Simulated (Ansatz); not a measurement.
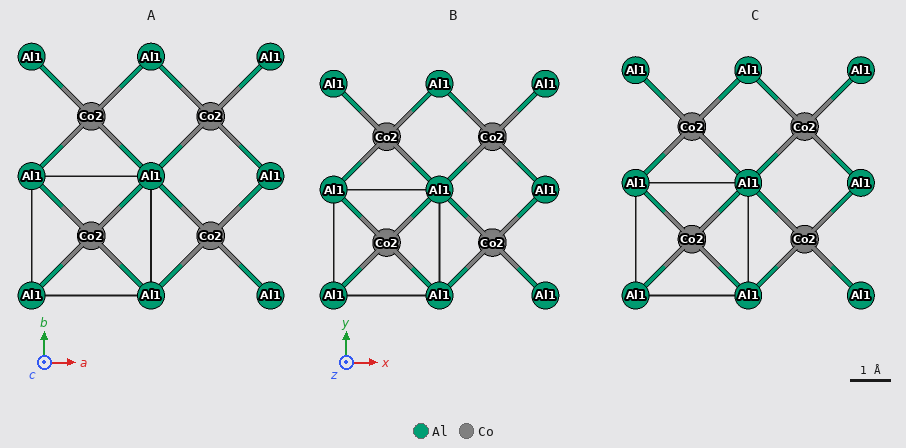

Energy scan for crystalline AlCo (Pm-3m), in which the cell is strained equally along x and y, with the atoms kept at their fractional coordinates. x, y and z are the Cartesian axes of the input. Style: ball-and-stick. Shown: the cell of the calculation, repeated 2 × 2 × 2 with one cell outlined, along the c axis.

All numbers below come from DFT PBE, scalar-relativistic, plane waves, PAW (Ansatz 0.2.0). (plane-wave cutoff 420 eV; k-point mesh 22 × 22 × 22; occupations gaussian; smearing width 0.15 eV; no spin polarisation). Energies (free energies at the smearing named) are counted from the relaxed crystal.

Question: Order these geometries by energy, lowest first.

Answer: Lowest first: C (the strain 0.00, 0.0 meV/atom), A (the strain 0.06, 91.9 meV/atom), B (the strain −0.06, 125.8 meV/atom). Over the whole scan: the lowest computed point lies at the strain 0.00 (0.0 meV/atom). At the ends of the scan the energy is 125.8 meV/atom (−0.06) and 91.9 meV/atom (0.06). The curvature at zero strain, (1/V) d²E/dε², is about 830 GPa; it is C₁₁ + C₂₂ + 2C₁₂ with clamped ions. The distortion takes the space group from Pm-3m to P4/mmm. At the strain −0.06 the cell of the drawing goes a 2.852 → 2.681 Å, b 2.852 → 2.681 Å.
